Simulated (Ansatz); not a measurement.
TiN: geometry relaxation (part 1 of 2)

TiN (slab, 6 atoms in the cell), computed with DFT PBE, scalar-relativistic, plane waves, PAW, PAW set soft_1, no spin polarisation (Ansatz 0.2.0).

The structure derives from an entry of the Crystallography Open Database. The input holds or restrains some coordinates.

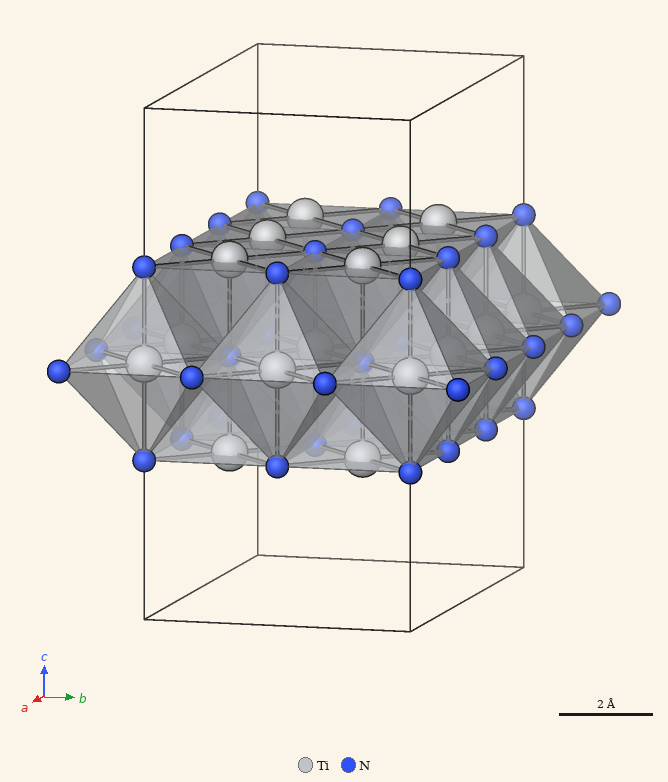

*The input geometry (polyhedral view of the 3 × 2 repeat of the cell, with the vacuum cut short, seen slightly off an axis; polyhedra are completed across the faces of the cell).*

**Results in brief**

```tsv
quantity	value
outcome	converged under the restraints of the input
electrons treated	51
free energy	−8659.7524 eV
work function, top face	3.00 eV
work function, bottom face	2.48 eV
Fermi energy	4.183 eV
gap on the k-point mesh	none (metallic)
final volume	164.53 Å³
work function (upper face)	3.00 eV
largest force (length of the vector) at the end, held atoms and coordinates included	1.760 eV/Å
hardware	2 threads of Arm Neoverse V1, 24 GiB of memory available, shared host
wall time	36 s (CPU time 71 s)
peak memory	0.43 GiB
```

**Notes**

Notes on the run: the density in the vacuum is higher than it should be, so vacuum levels may be off; the exchange-correlation potential is rough where the density is thin. The cell holds an odd number of electrons but the run has no spin polarisation, so it comes out as a metal.

**Input file**
```yaml
crystal:
  lattice:
    - [3.0028555065, 0.0, 0.0]
    - [0.0, 3.0028555065, 0.0]
    - [0.0, 0.0, 18.2466789832]
  atoms:
    - { symbol: Ti, position: [0.5, 0.5, 0.3836314546] }
    - { symbol: "N", position: [0.0, 0.0, 0.3836314546] }
    - { symbol: Ti, position: [0.0, 0.0, 0.5] }
    - { symbol: "N", position: [0.5, 0.5, 0.5] }
    - { symbol: Ti, position: [0.5, 0.5, 0.6163685454] }
    - { symbol: "N", position: [0.0, 0.0, 0.6163685454] }
basis:
  ecutwfc: 420
kpoints:
  mp_grid: { grid: [10, 10, 1] }
hamiltonian:
  xc: pbe
  pseudopotentials: { kind: paw, azcp: { folder: soft_1 } }
scf:
  occupations: { method: gaussian, width: 0.1 }
output:
  forces: true
  eigenvalues: true
  write_density: true
  write_potential: true
  elf: true
  volumetric_format: npy
relax:
  adjacent_minimum: "off"
  f_tol: 0.03
  max_steps: 50
  constraints: [{ sites: [0, 1] }]
efield:
  axis: 3
  dipole_correction: true
  ramp_width: 0.04
```

Launch command:
```bash
ansatz run input.yaml --threads 2 --pin off --max-ram 6144MiB --backend cpu --events-out ev --progress --plain --runs-dir out
```

**The program's output**
```
Engine: ansatz 0.2.0, aarch64-unknown-linux-gnu
Pseudopotentials: kind: paw
Pseudopotential: Ti, paw, valence charge 12, recommended cutoff 420 eV (normal), [file]
Pseudopotential: N, paw, valence charge 5, recommended cutoff 420 eV (normal), [file]
Functional definition: PBE
  parameter kappa = 0.804
  parameter beta = 0.06672455060314922
  exchange = pbe_x(kappa = kappa, mu = beta*pi^2/3)
  correlation = pbe_c(beta = beta)
Crystal: 6 atoms, lattice volume = 164.533 Å³
Basis set: ecut = 420 eV, 3149 PW (Γ), exchange–correlation on 48×48×250 points (8 copies of the dense FFT grid, shifted against one another)
Bands: 32, of which v1, the nominal top of the filled ones, is band 26 counted from 1 (25 counted from 0)
Symmetry: 8 space group operations
k-points: 21 of 100
Non-local potential: Ti, projectors of the file, l = 0: 3, l = 1: 2, l = 2: 3, l = 3: 1
Non-local potential: N, projectors of the file, l = 0: 2, l = 1: 2, l = 2: 1
PAW form: soft (Blöchl's): semilocal exchange-correlation on the pseudo side does not see the compensation charge
PAW one-centre angular grid: Ti, 590 points (default); XC on 64 Gauss nodes
PAW one-centre angular grid: N, 110 points (default); XC on 64 Gauss nodes
Initial density: superposition of atomic densities (neutral atoms: chi_scale 0, normalization atom)
Initial wavefunctions: pseudopotential atomic-orbital guess
Functional: x = pbe(κ = 0.804, μ = 0.2195149727645171), c = pbe(β = 0.06672455060314922)
SCF iter   1: F=—  HF=-8669.132572 eV  |F-HF|=—  |Δ(HF+E_count)|=         —  Δρ=1.28e-1  dr2=4.33e1  ethr=3.10e-3  p=0.000 e·Å  D=6.25e-15 V/Å  ΔV_dip=-0.00 eV  dr2_dipole=1.01e-6  V_vac-E_F(+/−)=7.55/7.55 eV  ⟨swp⟩=7.5  Hψ=3470  notcnv=0
efield: sawtooth ramp at fractional position 0.9800 (placed from the atoms, in the widest stretch of the axis that holds none; the zero of the levels goes with the place), width 0.0400; the density the first Hamiltonian is built on has a dipole p = 0.000 e·Å; the dipole correction subtracts the counter field D = 6.25e-15 V/Å, which shifts the + side's vacuum level by -0.00 eV against the − side's; the planar-averaged density in the ramp window peaks in size at 3.2e-7 e/Å³
preconditioner: auto → LDOS  [metal: Δε(μ)=0.068 eV  Ē_g=10.346 eV  σ=0.100 eV  W_gap=0.37  n_scr=32 (ndim 8)  ℏωp=15.0 eV  f_vac=0.535  D(μ)=2.45/eV (n_scr^D=8)  β→1.0]
SCF iter   2: F=—  HF=-8676.147156 eV  |F-HF|=—  |Δ(HF+E_count)|=    7.01e0  Δρ=2.00e-1  dr2=1.50e2  ethr=3.10e-3  p=0.000 e·Å  D=1.57e-4 V/Å  ΔV_dip=-0.00 eV  dr2_dipole=1.46e-4  V_vac-E_F(+/−)=-0.74/-0.74 eV  ⟨swp⟩=10.8  Hψ=3973  notcnv=0  defer=29  recentre
SCF iter   3: F=—  HF=-8660.477320 eV  |F-HF|=—  |Δ(HF+E_count)|=    1.57e1  Δρ=3.69e-2  dr2=5.89e0  ethr=3.10e-3  p=0.000 e·Å  D=5.89e-5 V/Å  ΔV_dip=-0.00 eV  dr2_dipole=5.80e-7  V_vac-E_F(+/−)=5.19/5.19 eV  ⟨swp⟩=7.1  Hψ=2603  notcnv=1  defer=31
SCF iter   4: F=—  HF=-8659.781011 eV  |F-HF|=—  |Δ(HF+E_count)|=   6.96e-1  Δρ=9.04e-3  dr2=9.58e-1  ethr=3.10e-3  p=-0.000 e·Å  D=-3.99e-4 V/Å  ΔV_dip=0.01 eV  dr2_dipole=2.01e-6  V_vac-E_F(+/−)=6.60/6.62 eV  ⟨swp⟩=4.4  Hψ=1266  notcnv=0  defer=22
SCF iter   5: F=—  HF=-8659.631705 eV  |F-HF|=—  |Δ(HF+E_count)|=   1.49e-1  Δρ=3.89e-3  dr2=2.88e-1  ethr=1.88e-3  p=-0.000 e·Å  D=-2.53e-4 V/Å  ΔV_dip=0.00 eV  dr2_dipole=1.18e-6  V_vac-E_F(+/−)=5.42/5.44 eV  ⟨swp⟩=3.2  Hψ=1008  notcnv=0  defer=19
SCF iter   6: F=—  HF=-8659.552167 eV  |F-HF|=—  |Δ(HF+E_count)|=   7.95e-2  Δρ=1.79e-3  dr2=5.53e-3  ethr=5.65e-4  p=0.000 e·Å  D=1.57e-4 V/Å  ΔV_dip=-0.00 eV  dr2_dipole=8.03e-7  V_vac-E_F(+/−)=2.89/2.90 eV  ⟨swp⟩=3.8  Hψ=1049  notcnv=0  defer=19
SCF iter   7: F=—  HF=-8659.553053 eV  |F-HF|=—  |Δ(HF+E_count)|=   8.86e-4  Δρ=8.93e-4  dr2=9.16e-3  ethr=1.08e-5  p=0.000 e·Å  D=1.23e-4 V/Å  ΔV_dip=-0.00 eV  dr2_dipole=7.11e-7  V_vac-E_F(+/−)=2.58/2.58 eV  ⟨swp⟩=3.7  Hψ=1457  notcnv=0  defer=18
SCF iter   8: F=—  HF=-8659.551895 eV  |F-HF|=—  |Δ(HF+E_count)|=   1.16e-3  Δρ=3.01e-4  dr2=2.02e-4  ethr=1.08e-5  p=0.000 e·Å  D=5.60e-5 V/Å  ΔV_dip=-0.00 eV  dr2_dipole=6.16e-8  V_vac-E_F(+/−)=2.80/2.80 eV  ⟨swp⟩=2.4  Hψ=965  notcnv=0  defer=17
SCF iter   9: F=—  HF=-8659.551919 eV  |F-HF|=—  |Δ(HF+E_count)|=   2.41e-5  Δρ=8.75e-5  dr2=8.62e-5  ethr=3.95e-7  p=0.000 e·Å  D=3.88e-5 V/Å  ΔV_dip=-0.00 eV  dr2_dipole=2.75e-8  V_vac-E_F(+/−)=2.79/2.79 eV  ⟨swp⟩=2.8  Hψ=1050  notcnv=0  defer=18
SCF iter  10: F=-8659.552012 eV  HF=-8659.552014 eV  |F-HF|=2.28e-6  |Δ(HF+E_count)|=   9.53e-5  Δρ=2.20e-5  dr2=4.86e-6  ethr=4.41e-8  p=0.000 e·Å  D=1.46e-5 V/Å  ΔV_dip=-0.00 eV  dr2_dipole=4.89e-10  V_vac-E_F(+/−)=2.83/2.83 eV  ⟨swp⟩=23.7  Hψ=8007  notcnv=0
WARN: efield: at this solve's end the planar-averaged density reaches 1.30e-5 e/Å³ inside the ramp window [0.9252, 0.0748] (bound 1e-5 e/Å³); the window's nearer edge stands 5.64 Å from this solve's nearest atom along the axis. Its work functions, free energy, forces, stress, dipole, levels and responses can be off, and this figure does not tell by how much. A short vacuum, a low `basis.ecutwfc` or `basis.ecutrho_ratio` and negative occupations (`scf.occupations.method`) can put density there. See the manual's quickstart, § The vacuum guard
SCF 1 converged in 10 iterations: F = -8659.552012 eV  dr2 = 4.86e-6
  Residual-converged pass: ⟨swp⟩=1.0  Hψ=757  notcnv=0  max |occ|·‖R‖ = 7.0e-9 eV (tolerance 1.0e-8 eV)  dr2=4.86e-6  dr2_onsite=6.23e-8  max |Δocc| = 7.3e-11
  greatest PAW one-centre occupation: 0.999 electrons in one spin orbital (limit 2), on the Ti atom at site 2 (counted from 0), in its partial waves of l = 0
relax step   1: F+E_penalty+E_count = -8659.55201196 eV  Δ(F+E_penalty+E_count) = +0.000e0 eV  max|allowed force component| = 1.798e0 eV/Å  Δτ_max = 0.0000 Å  (10 SCF iters, dr2 threshold 2.25e-5 eV, accepted)
Initial density: handed on by an earlier stage of this run
Initial wavefunctions: those handed on with the density
iter 1 solved again at ethr=3.01e-4 eV; its pass at ethr=3.10e-3 eV (dr2=1.53e-1 eV) is discarded
SCF iter   1: F=—  HF=-8659.739008 eV  |F-HF|=—  |Δ(HF+E_count)|=         —  Δρ=6.97e-3  dr2=1.73e-1  ethr=3.01e-4  p=0.000 e·Å  D=1.45e-5 V/Å  ΔV_dip=-0.00 eV  dr2_dipole=2.71e-2  V_vac-E_F(+/−)=2.90/2.90 eV  ⟨swp⟩=1.7  Hψ=2514  notcnv=0  defer=18
efield: sawtooth ramp at fractional position 0.9800 (handed on by an earlier solve), width 0.0400; the density the first Hamiltonian is built on has a dipole p = 0.000 e·Å; the dipole correction subtracts the counter field D = 1.45e-5 V/Å, which shifts the + side's vacuum level by -0.00 eV against the − side's; the planar-averaged density in the ramp window peaks in size at 1.2e-5 e/Å³
eigensolver tolerance schedule calibrated: the retry pair's looser diagonalisation under-reported the residual by θ = 0.12 (0.11/decade); ethr = c·dr2/N_el runs at the constant in force after the calibration composes with the one it found (an armed cap, an earlier calibration), c = 7.7e-2
preconditioner: auto → LDOS  [metal: Δε(μ)=0.008 eV  Ē_g=7.924 eV  σ=0.100 eV  W_gap=0.04  n_scr=32 (ndim 8)  ℏωp=15.0 eV  f_vac=0.579  D(μ)=3.85/eV (n_scr^D=10)  β→1.0]
SCF iter   2: F=—  HF=-8659.729986 eV  |F-HF|=—  |Δ(HF+E_count)|=   9.02e-3  Δρ=3.99e-3  dr2=2.74e-2  ethr=2.62e-4  p=-0.002 e·Å  D=-2.01e-3 V/Å  ΔV_dip=0.04 eV  dr2_dipole=6.24e-4  V_vac-E_F(+/−)=2.84/2.80 eV  ⟨swp⟩=2.4  Hψ=1061  notcnv=0  defer=18
SCF iter   3: F=—  HF=-8659.729975 eV  |F-HF|=—  |Δ(HF+E_count)|=   1.11e-5  Δρ=3.55e-3  dr2=3.22e-2  ethr=4.14e-5  p=-0.003 e·Å  D=-3.30e-3 V/Å  ΔV_dip=0.06 eV  dr2_dipole=1.75e-3  V_vac-E_F(+/−)=2.83/2.77 eV  ⟨swp⟩=2.5  Hψ=1130  notcnv=0  defer=21
SCF iter   4: F=—  HF=-8659.724988 eV  |F-HF|=—  |Δ(HF+E_count)|=   4.99e-3  Δρ=6.23e-4  dr2=1.25e-3  ethr=4.14e-5  p=-0.004 e·Å  D=-4.89e-3 V/Å  ΔV_dip=0.09 eV  dr2_dipole=4.76e-4  V_vac-E_F(+/−)=2.82/2.73 eV  ⟨swp⟩=2.0  Hψ=1064  notcnv=0  defer=18
SCF iter   5: F=—  HF=-8659.724784 eV  |F-HF|=—  |Δ(HF+E_count)|=   2.04e-4  Δρ=1.91e-4  dr2=1.27e-4  ethr=1.89e-6  p=-0.006 e·Å  D=-6.52e-3 V/Å  ΔV_dip=0.12 eV  dr2_dipole=4.18e-5  V_vac-E_F(+/−)=2.82/2.70 eV  ⟨swp⟩=3.1  Hψ=1279  notcnv=0  defer=18
SCF iter   6: F=-8659.724743 eV  HF=-8659.724764 eV  |F-HF|=2.09e-5  |Δ(HF+E_count)|=   1.95e-5  Δρ=7.41e-5  dr2=2.39e-5  ethr=1.51e-7  p=-0.007 e·Å  D=-7.84e-3 V/Å  ΔV_dip=0.14 eV  dr2_dipole=7.59e-6  V_vac-E_F(+/−)=2.82/2.68 eV  ⟨swp⟩=18.6  Hψ=7273  notcnv=0
WARN: efield: at this solve's end the planar-averaged density reaches 1.48e-5 e/Å³ inside the ramp window [0.9252, 0.0748] (bound 1e-5 e/Å³); the window's nearer edge stands 5.62 Å from this solve's nearest atom along the axis. Its work functions, free energy, forces, stress, dipole, levels and responses can be off, and this figure does not tell by how much. A short vacuum, a low `basis.ecutwfc` or `basis.ecutrho_ratio` and negative occupations (`scf.occupations.method`) can put density there. See the manual's quickstart, § The vacuum guard
SCF 2 converged in 6 iterations: F = -8659.724743 eV  dr2 = 2.39e-5
  greatest PAW one-centre occupation: 0.999 electrons in one spin orbital (limit 2), on the Ti atom at site 0 (counted from 0), in its partial waves of l = 0
relax step   2: F+E_penalty+E_count = -8659.72474335 eV  Δ(F+E_penalty+E_count) = -1.727e-1 eV  max|allowed force component| = 5.971e-1 eV/Å  Δτ_max = 0.1261 Å  (6 SCF iters, dr2 threshold 1.00e-4 eV, accepted)
SCF iter   1: F=—  HF=-8659.770544 eV  |F-HF|=—  |Δ(HF+E_count)|=         —  Δρ=6.65e-3  dr2=2.03e-1  ethr=2.49e-3  p=-0.007 e·Å  D=-7.84e-3 V/Å  ΔV_dip=0.14 eV  dr2_dipole=1.68e-2  V_vac-E_F(+/−)=2.88/2.74 eV  ⟨swp⟩=3.6  Hψ=1562  notcnv=0  defer=21
efield: sawtooth ramp at fractional position 0.9800 (handed on by an earlier solve), width 0.0400; the density the first Hamiltonian is built on has a dipole p = -0.007 e·Å; the dipole correction subtracts the counter field D = -7.84e-3 V/Å, which shifts the + side's vacuum level by +0.14 eV against the − side's; the planar-averaged density in the ramp window peaks in size at 1.7e-5 e/Å³
preconditioner: auto → LDOS  [metal: Δε(μ)=0.043 eV  Ē_g=7.977 eV  σ=0.100 eV  W_gap=0.24  n_scr=32 (ndim 8)  ℏωp=15.0 eV  f_vac=0.585  D(μ)=3.58/eV (n_scr^D=10)  β→1.0]
SCF iter   2: F=—  HF=-8659.756700 eV  |F-HF|=—  |Δ(HF+E_count)|=   1.38e-2  Δρ=4.37e-3  dr2=3.17e-2  ethr=3.99e-4  p=-0.018 e·Å  D=-1.98e-2 V/Å  ΔV_dip=0.36 eV  dr2_dipole=2.66e-6  V_vac-E_F(+/−)=2.96/2.60 eV  ⟨swp⟩=2.1  Hψ=1206  notcnv=0  defer=24
SCF iter   3: F=—  HF=-8659.752963 eV  |F-HF|=—  |Δ(HF+E_count)|=   3.74e-3  Δρ=2.80e-3  dr2=1.96e-2  ethr=6.21e-5  p=-0.020 e·Å  D=-2.25e-2 V/Å  ΔV_dip=0.41 eV  dr2_dipole=8.69e-4  V_vac-E_F(+/−)=2.98/2.57 eV  ⟨swp⟩=2.7  Hψ=1303  notcnv=0  defer=24
SCF iter   4: F=—  HF=-8659.749891 eV  |F-HF|=—  |Δ(HF+E_count)|=   3.07e-3  Δρ=7.68e-4  dr2=2.21e-3  ethr=3.84e-5  p=-0.023 e·Å  D=-2.57e-2 V/Å  ΔV_dip=0.47 eV  dr2_dipole=5.79e-4  V_vac-E_F(+/−)=3.00/2.53 eV  ⟨swp⟩=2.0  Hψ=903  notcnv=0  defer=23
SCF iter   5: F=—  HF=-8659.749532 eV  |F-HF|=—  |Δ(HF+E_count)|=   3.59e-4  Δρ=3.31e-4  dr2=5.60e-4  ethr=4.34e-6  p=-0.026 e·Å  D=-2.87e-2 V/Å  ΔV_dip=0.52 eV  dr2_dipole=2.15e-4  V_vac-E_F(+/−)=3.02/2.50 eV  ⟨swp⟩=2.4  Hψ=994  notcnv=0  defer=22
SCF iter   6: F=—  HF=-8659.749459 eV  |F-HF|=—  |Δ(HF+E_count)|=   7.34e-5  Δρ=9.01e-5  dr2=3.34e-5  ethr=1.10e-6  p=-0.030 e·Å  D=-3.27e-2 V/Å  ΔV_dip=0.60 eV  dr2_dipole=1.80e-5  V_vac-E_F(+/−)=3.05/2.45 eV  ⟨swp⟩=2.1  Hψ=934  notcnv=0  defer=22
SCF iter   7: F=-8659.749450 eV  HF=-8659.749452 eV  |F-HF|=1.58e-6  |Δ(HF+E_count)|=   7.04e-6  Δρ=3.59e-5  dr2=5.26e-6  ethr=4.37e-8  p=-0.031 e·Å  D=-3.41e-2 V/Å  ΔV_dip=0.62 eV  dr2_dipole=1.11e-6  V_vac-E_F(+/−)=3.05/2.43 eV  ⟨swp⟩=20.4  Hψ=7652  notcnv=0
WARN: efield: at this solve's end the planar-averaged density reaches 1.36e-5 e/Å³ inside the ramp window [0.9252, 0.0748] (bound 1e-5 e/Å³); the window's nearer edge stands 5.63 Å from this solve's nearest atom along the axis. Its work functions, free energy, forces, stress, dipole, levels and responses can be off, and this figure does not tell by how much. A short vacuum, a low `basis.ecutwfc` or `basis.ecutrho_ratio` and negative occupations (`scf.occupations.method`) can put density there. See the manual's quickstart, § The vacuum guard
SCF 3 converged in 7 iterations: F = -8659.749450 eV  dr2 = 5.26e-6
  greatest PAW one-centre occupation: 0.999 electrons in one spin orbital (limit 2), on the Ti atom at site 4 (counted from 0), in its partial waves of l = 0
relax step   3: F+E_penalty+E_count = -8659.74945011 eV  Δ(F+E_penalty+E_count) = -2.471e-2 eV  max|allowed force component| = 2.753e-1 eV/Å  Δτ_max = 0.0909 Å  (7 SCF iters, dr2 threshold 2.23e-5 eV, accepted)
SCF iter   1: F=—  HF=-8659.753576 eV  |F-HF|=—  |Δ(HF+E_count)|=         —  Δρ=1.59e-3  dr2=8.06e-3  ethr=2.63e-4  p=-0.031 e·Å  D=-3.41e-2 V/Å  ΔV_dip=0.62 eV  dr2_dipole=4.93e-5  V_vac-E_F(+/−)=3.03/2.41 eV  ⟨swp⟩=2.5  Hψ=1374  notcnv=0  defer=21
efield: sawtooth ramp at fractional position 0.9800 (handed on by an earlier solve), width 0.0400; the density the first Hamiltonian is built on has a dipole p = -0.031 e·Å; the dipole correction subtracts the counter field D = -3.41e-2 V/Å, which shifts the + side's vacuum level by +0.62 eV against the − side's; the planar-averaged density in the ramp window peaks in size at 1.5e-5 e/Å³
preconditioner: auto → LDOS  [metal: Δε(μ)=0.032 eV  Ē_g=7.967 eV  σ=0.100 eV  W_gap=0.17  n_scr=32 (ndim 8)  ℏωp=15.0 eV  f_vac=0.583  D(μ)=3.80/eV (n_scr^D=10)  β→1.0]
SCF iter   2: F=—  HF=-8659.752935 eV  |F-HF|=—  |Δ(HF+E_count)|=   6.41e-4  Δρ=1.25e-3  dr2=2.62e-3  ethr=1.58e-5  p=-0.029 e·Å  D=-3.19e-2 V/Å  ΔV_dip=0.58 eV  dr2_dipole=4.16e-5  V_vac-E_F(+/−)=3.02/2.44 eV  ⟨swp⟩=2.0  Hψ=1138  notcnv=0  defer=19
SCF iter   3: F=—  HF=-8659.752584 eV  |F-HF|=—  |Δ(HF+E_count)|=   3.51e-4  Δρ=6.75e-4  dr2=1.27e-3  ethr=5.13e-6  p=-0.028 e·Å  D=-3.10e-2 V/Å  ΔV_dip=0.57 eV  dr2_dipole=9.68e-5  V_vac-E_F(+/−)=3.01/2.44 eV  ⟨swp⟩=2.1  Hψ=989  notcnv=0  defer=19
SCF iter   4: F=—  HF=-8659.752424 eV  |F-HF|=—  |Δ(HF+E_count)|=   1.59e-4  Δρ=2.18e-4  dr2=2.05e-4  ethr=2.50e-6  p=-0.027 e·Å  D=-3.01e-2 V/Å  ΔV_dip=0.55 eV  dr2_dipole=6.59e-5  V_vac-E_F(+/−)=3.00/2.45 eV  ⟨swp⟩=2.0  Hψ=860  notcnv=0  defer=19
SCF iter   5: F=—  HF=-8659.752398 eV  |F-HF|=—  |Δ(HF+E_count)|=   2.64e-5  Δρ=7.96e-5  dr2=3.95e-5  ethr=4.02e-7  p=-0.027 e·Å  D=-2.93e-2 V/Å  ΔV_dip=0.53 eV  dr2_dipole=2.29e-5  V_vac-E_F(+/−)=3.00/2.46 eV  ⟨swp⟩=2.0  Hψ=866  notcnv=0  defer=19
SCF iter   6: F=-8659.752390 eV  HF=-8659.752393 eV  |F-HF|=3.48e-6  |Δ(HF+E_count)|=   4.43e-6  Δρ=3.07e-5  dr2=3.18e-6  ethr=1.64e-8  p=-0.026 e·Å  D=-2.83e-2 V/Å  ΔV_dip=0.52 eV  dr2_dipole=1.50e-6  V_vac-E_F(+/−)=2.99/2.47 eV  ⟨swp⟩=16.1  Hψ=6686  notcnv=0
WARN: efield: at this solve's end the planar-averaged density reaches 1.46e-5 e/Å³ inside the ramp window [0.9252, 0.0748] (bound 1e-5 e/Å³); the window's nearer edge stands 5.62 Å from this solve's nearest atom along the axis. Its work functions, free energy, forces, stress, dipole, levels and responses can be off, and this figure does not tell by how much. A short vacuum, a low `basis.ecutwfc` or `basis.ecutrho_ratio` and negative occupations (`scf.occupations.method`) can put density there. See the manual's quickstart, § The vacuum guard
SCF 4 converged in 6 iterations: F = -8659.752390 eV  dr2 = 3.18e-6
relax step   4: F+E_penalty+E_count = -8659.75238989 eV  Δ(F+E_penalty+E_count) = -2.940e-3 eV  max|allowed force component| = 3.329e-2 eV/Å  Δτ_max = 0.0255 Å  (6 SCF iters, dr2 threshold 8.36e-6 eV, accepted)
```
